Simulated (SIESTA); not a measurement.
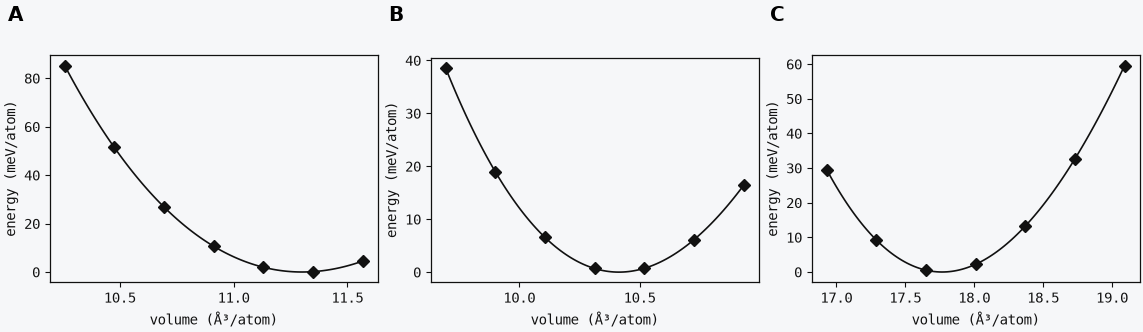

Each panel shows the energy against volume for one of these solids: HfO₂, P4_2/nmc (No. 137); SiC, P6_3mc (No. 186); Ta, Im-3m (No. 229).

Computed with SIESTA 5.4.2: DFT in numerical atomic orbitals with pseudopotentials, no spin polarisation; energies at scaled volumes of the given cell, shape and fractions fixed, counted from the fit's minimum, third-order Birch-Murnaghan fit. Level: PBE with D3(BJ).

### Which panel belongs to which solid?

A is HfO₂ (energy from 0.15 meV/atom to 85.28 meV/atom, V0 11.3 Å³/atom, B0 240 GPa); B is SiC (energy from 0.70 meV/atom to 38.59 meV/atom, V0 10.41 Å³/atom, B0 221 GPa); C is Ta (energy from 0.56 meV/atom to 59.59 meV/atom, V0 17.77 Å³/atom, B0 220 GPa).

For HfO₂, limits of the calculation: short basis over semicore shells; shape and atomic fractions are frozen while scaling, which makes layered, chain and framework solids too stiff.

For SiC, limits of the calculation: shape and atomic fractions are frozen while scaling, which makes layered, chain and framework solids too stiff.

For Ta, limits of the calculation: short basis over semicore shells.
